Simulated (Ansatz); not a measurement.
AlO₃ (space group R-3m, No. 166): the input geometry of an electronic-structure calculation (not necessarily at equilibrium); the starting structure was generated, so it need not be a known form of this composition.

```
Al O
1.0
     5.76280    0.00000    0.00000
    -2.88140    4.99073    0.00000
     0.00000    0.00000    4.74248
Al O
3 9
Cartesian
  0.0000 0.0000 0.0000
  2.8814 1.6636 1.5808
  0.0000 3.3272 3.1617
  1.4407 0.8318 0.7904
  4.3221 0.8318 0.7904
  2.8814 3.3272 0.7904
  -1.4407 2.4954 2.3712
  1.4407 2.4954 2.3712
  2.8814 0.0000 2.3712
  1.4407 4.1589 3.9521
  -1.4407 4.1589 3.9521
  0.0000 1.6636 3.9521
```

Describe how the polyhedra about Al are linked (bonds: Al–O below 2.1 Å).

Al: AlO6 octahedron, sharing corners with six neighbours.

They form a three-dimensional framework of corner-sharing octahedra.

Centre to centre across a shared corner: 3.68 Å.

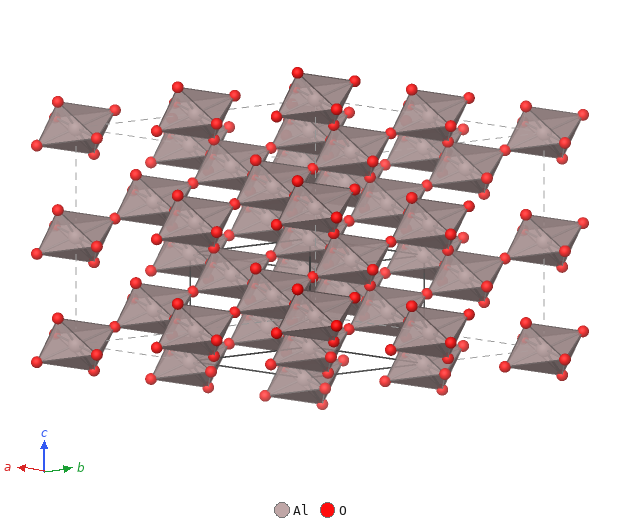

Polyhedra are drawn about Al (bonds: Al–O below 2.1 Å); other atoms are plain spheres.
